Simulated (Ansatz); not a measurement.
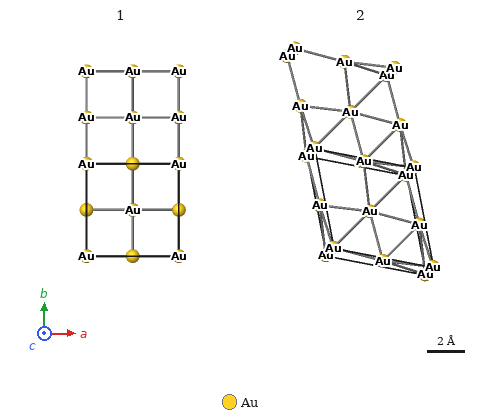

Two geometries of a crystal of Au (a generated structure, set up in I4_1/amd), drawn at one scale. One is the start of a relaxation, the other its converged end. A ball-and-stick model of the conventional cell (2 times the calculation's cell), repeated 1 × 2 × 1 with one cell outlined, seen along the c axis. Lengths and directions refer to the drawn axes.

These are results of DFT, PBE, plane waves (420 eV) with PAW, scalar-relativistic (Ansatz), not measurements. Set-up: plane-wave cutoff 420 eV; k-point mesh 13 × 13 × 9; occupations fermi dirac; smearing width 0.1 eV; no spin polarisation; cell and atoms relaxed; force threshold 0.01 eV/Å; at most 60 steps.

> Which one is relaxed?

Structure 2 is the relaxed one. Phase: beta-Sn type. The energy falls by 214 meV per atom in 22 accepted moves (27 points after the start). The largest force component goes from 0.00019 to under 0.0001 eV/Å. Pressure: 16.23 GPa at the start and −0.01 GPa at the end. The line search rejected the trial steps at points 9, 15, 17 of the run. The SCF was repeated twice at an unchanged geometry on a basis and grid sized afresh for the cell, which shifted the energy by 29.4 meV per atom at most. The largest moves relative to the cell, 0.069 Å, are those of Au atoms. The volume changes by +5.4 %, with a = b 5.072 → 5.617 Å (+10.8 %), c 2.769 → 2.821 Å (+1.9 %), α 90.0° → 75.5°, β 90.0° → 75.5°, γ 90.0° → 110.3°. Near-neighbour distances that change, for instance: Au–Au 3.844 → 2.885 Å, Au–Au 2.629 → 2.961 Å, Au–Au 3.278 → 2.962 Å, Au–Au 2.629 → 2.836 Å. The space group (tolerance 0.01 Å) goes from I4_1/amd (No. 141) to Cmcm (No. 63).
